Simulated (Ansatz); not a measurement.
Hf

The calculation's input:

```
crystal:
  lattice:
    - [0.0, 2.2635404658, 2.2635404658]
    - [2.2635404658, 0.0, 2.2635404658]
    - [2.2635404658, 2.2635404658, 0.0]
  atoms:
    - { symbol: Hf, position: [0.0, 0.0, 0.0] }
hamiltonian:
  xc: pbe0
  pseudopotentials: { kind: paw }
kpoints:
  mp_grid: { grid: [6, 6, 6] }
scf:
  occupations: { method: fermi_dirac, width: 0.05 }
output:
  forces: true
  stress: true
  eigenvalues: true
  write_density: true
  write_potential: true
  elf: true
  volumetric_format: npy
```

Run with:

```sh
ansatz run input.yaml --threads 2 --pin off --max-ram 5632MiB --backend cpu --events-out ev --progress --plain --runs-dir out
```

Below, planes, directions and counts refer to the conventional cell (a = 4.53 Å, b = 4.53 Å, c = 4.53 Å, α = 90.00°, β = 90.00°, γ = 90.00°).

Space group Fm-3m.

The calculation used Kohn-Sham DFT of a periodic cell, PBE0, Ansatz PAW in Ansatz 0.2.0.

Core electrons are frozen (PAW), and the valence fields are smoothed inside the atomic spheres.

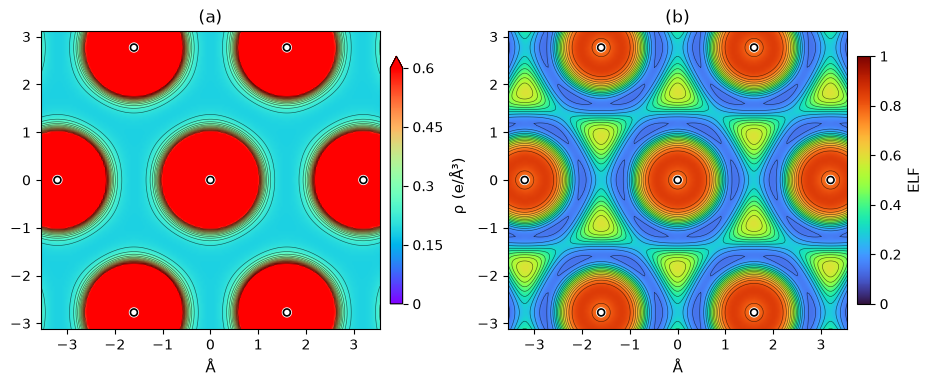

Figure 1. (a) valence charge density (pseudo); (b) electron localisation function on the (111) plane of the conventional cell. Circles mark the nuclei in the plane (Hf).

Read the bonding off the picture.

Atoms in the plane: Hf.
Hf–Hf (3.20 Å): ρ is about 0.19 e/Å³ halfway; the ELF is about 0.30 at the midpoint (no localised pair shows between them).
Between the atoms the lowest density in this plane is 0.18 e/Å³.
The features right at Hf lie inside the PAW spheres, where the map follows smoothed inner orbitals and isn't to be read closely.

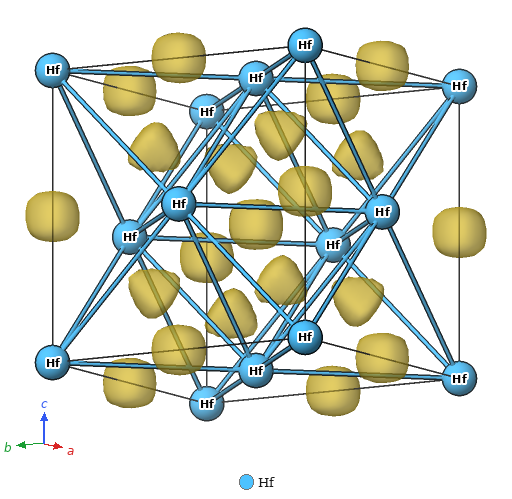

Figure 2. Isosurface of the electron localisation function at 0.65 (yellow), seen at an oblique angle. Core shells and regions of very low density are left out. Sticks mark near contacts.

Where are the electrons localised?

At this value the surface marks out twelve pockets between the atoms, centred on no nucleus (multi-centre or interstitial), counted in one cell of 4 atoms. Regions shared between cells count once. There are no localised bonds or lone pairs at this value.

Metal or insulator at this level of theory?

It is gapless in this calculation (a metal or semimetal).
